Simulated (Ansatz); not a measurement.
The coordinates of a crystal:

```
CELL_PARAMETERS angstrom
12.23846 0.00000 0.00000
0.00000 2.23343 0.00000
0.00000 0.00000 7.19300
ATOMIC_POSITIONS crystal
Ir 0.25000 0.00000 0.16399
Ir 0.75000 0.00000 0.83601
```

**Before looking at a picture, describe the arrangement of atoms.**

The element is iridium. The cell holds two atoms. The neighbours of Ir are two Ir in a linear arrangement at 2.23 Å. The bonds build Ir chains along [010].

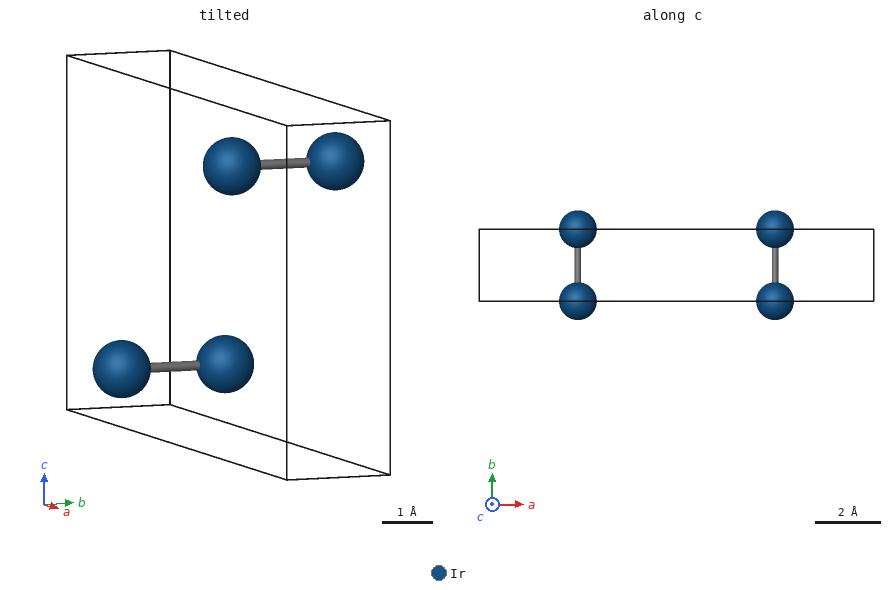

A ball-and-stick rendering, viewed slightly off an axis and along the c axis. The frame is the simulation cell; atoms at its boundary are shown with their periodic copies.

Starting structure: a structure listed in the Materials Project. Earlier steps of the study, as a rule a relaxation of our own, may have changed the cell and positions, so they can lie some per cent off the listed ones. A calculation with Ansatz used it as input.
